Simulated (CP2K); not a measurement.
Run report: C, single-point calculation (part 4 of 4)

Continued. System: C (R-3m, 4 atoms in the cell). Method: DFTB (self-consistent charges), tables shipped with the program (CP2K 2026.2); 7×7×7 k-mesh. The structure derives from a Materials Project entry. The run did not end well. The geometry comes from this level: r2scan-rvv10.

Geometry of the input (Å; fractional positions):
```
7.0580  0.0000  0.0000
6.6310  2.4176  0.0000
6.6310  1.1711  2.1150
C  0.9191  0.9191  0.9191
C  0.2524  0.2524  0.2524
C  0.7476  0.7476  0.7476
C  0.0809  0.0809  0.0809
```

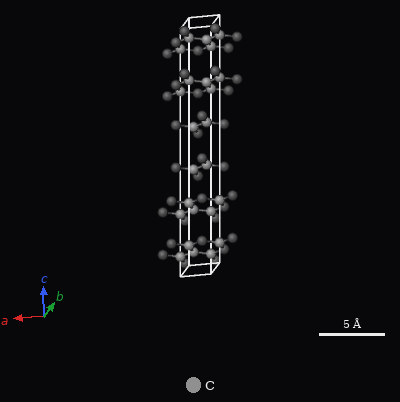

Figure 1. The structure (ball-and-stick view of the cell 3 times as large as that of the calculation, set on its symmetry axes, seen at an oblique angle; neighbours outside the cell are drawn fainter).

What the program printed, continued:
```
  Core Hamiltonian energy:                                     -7.23165038294452
  Repulsive potential energy:                                   0.29539877501202
  Electronic energy:                                            0.00000000006001
  Dispersion energy:                                            0.00000000000000
  Electronic entropic energy:                                  -0.00000000000000
  Fermi energy:                                                -0.18386760966159

  Total energy:                                                -6.93625160787250
  Total energy (extrapolated to T->0):                         -6.93625160787250

 ENERGY| Total FORCE_EVAL ( QS ) energy [hartree]             -6.936251607872495

 FORCES| Atomic forces [hartree/bohr]
 FORCES|   Atom     x               y               z               |f|
 FORCES|      1 -3.76975531E-03  1.87939094E-02  9.85211458E-03   2.15519430E-02
 FORCES|      2  3.75885267E-03 -1.87972826E-02 -9.85391142E-03   2.15538019E-02
 FORCES|      3 -3.75885267E-03  1.87972826E-02  9.85391142E-03   2.15538019E-02
 FORCES|      4  3.76975532E-03 -1.87939094E-02 -9.85211458E-03   2.15519430E-02
 FORCES| Sum     9.54097912E-18 -4.85722573E-17  6.93889390E-18
 FORCES| Total atomic force                                       4.99844247E-17

 STRESS| Analytical stress tensor [bar]
 STRESS|                        x                   y                   z
 STRESS|      x       -7.66886002272E+03   3.63765522894E+04   2.14810015345E+04
 STRESS|      y        3.63765522894E+04  -1.16246026669E+05  -1.90138246448E+05
 STRESS|      z        2.14810015345E+04  -1.90138246448E+05   1.05044675902E+05
 STRESS| 1/3 Trace                                            -6.29007026317E+03
 STRESS| Determinant                                          -1.16172888699E+13

 STRESS| Eigenvectors and eigenvalues of the analytical stress tensor [bar]
 STRESS|                        1                   2                   3
 STRESS| Eigenvalues  -2.33491215063E+05   2.32076887772E+02   2.14388927386E+05
 STRESS|      x          -0.183872880205      0.982947492013      0.002234249404
 STRESS|      y           0.851999397673      0.160510077758     -0.498330754923
 STRESS|      z           0.490191585290      0.089725932056      0.866984121439

 SPGR STRESS| Symmetrized stress tensor [GPa]
 SPGR STRESS|                        x                   y                   z
 SPGR STRESS|      x        2.61504322505E-02  -1.38232725228E-02  -7.74845074265E-03
 SPGR STRESS|      y       -1.38232725228E-02   1.06709037108E-01   3.10460876964E-03
 SPGR STRESS|      z       -7.74845074265E-03   3.10460876964E-03   1.03175452432E-01
 SPGR STRESS| 1/3 Trace                                             7.86783072632E-02
 SPGR STRESS| Determinant                                           2.62201103782E-04

 SPGR STRESS| Eigenvectors and eigenvalues of the symmetrized stress tensor [GPa]
 SPGR STRESS|                        1                   2                   3
 SPGR STRESS| Eigenvalues   2.32066533024E-02   1.01370678277E-01   1.11457590210E-01
 SPGR STRESS|      x           0.983179788498      0.002270237389     -0.182626256357
 SPGR STRESS|      y           0.159447230780     -0.498330154081      0.852199294843
 SPGR STRESS|      z           0.089073475767      0.866984373306      0.490310118556

 OPT| **************************************************************************
 OPT| Step number                                                             30
 OPT| Optimization method                                                   BFGS
 OPT| Total energy [hartree]                                       -6.9362516079
 OPT| Internal pressure [bar]                                     786.7830726323
 OPT| Effective energy change [hartree]                             0.0005644854
 OPT| Predicted energy change [hartree]                            -0.0000025779
 OPT| Scaling factor                                                0.0000000000
 OPT| Step size                                                     0.0751824002
 OPT| Trust radius                                                  0.4724315332
 OPT| Decrease in energy                                                      NO
 OPT| Used time [s]                                                        1.086
 OPT|
 OPT| Maximum step size                                             0.0751824002
 OPT| Convergence limit for maximum step size                       0.0030000000
 OPT| Maximum step size is converged                                          NO
 OPT|
 OPT| RMS step size                                                 0.0365668829
 OPT| Convergence limit for RMS step size                           0.0015000000
 OPT| RMS step size is converged                                              NO
 OPT|
 OPT| Maximum gradient                                              0.0002388421
 OPT| Convergence limit for maximum gradient                        0.0003000000
 OPT| Maximum gradient is converged                                          YES
 OPT|
 OPT| RMS gradient                                                  0.0001161486
 OPT| Convergence limit for RMS gradient                            0.0003000000
 OPT| RMS gradient is converged                                              YES
 OPT|
 OPT| Pressure deviation [bar]                                    786.7830726323
 OPT| Pressure tolerance [bar]                                    300.0000000000
 OPT| Pressure is converged                                                   NO
 OPT| **************************************************************************
 OPT| Estimated peak process memory after this step [MiB]                    163

 *** MAXIMUM NUMBER OF OPTIMIZATION STEPS REACHED ***
 ***        EXITING GEOMETRY OPTIMIZATION         ***

 write_final_structure: Optimization not yet converged, writing XYZ file anyway:
  run-FINAL-1_30.xyz

 write_final_structure: Optimization not yet converged, writing CIF file anyway:
  run-FINAL-1_30.cif

 write_final_structure: Done!
```

Outcome:

- outcome: not converged
- space group (tolerance 0.01 Å): R-3m (166)
- wall time: 36 s (CPU time 63 s)
- peak memory: 0.16 GiB

The run did not converge. Its last values are not results.
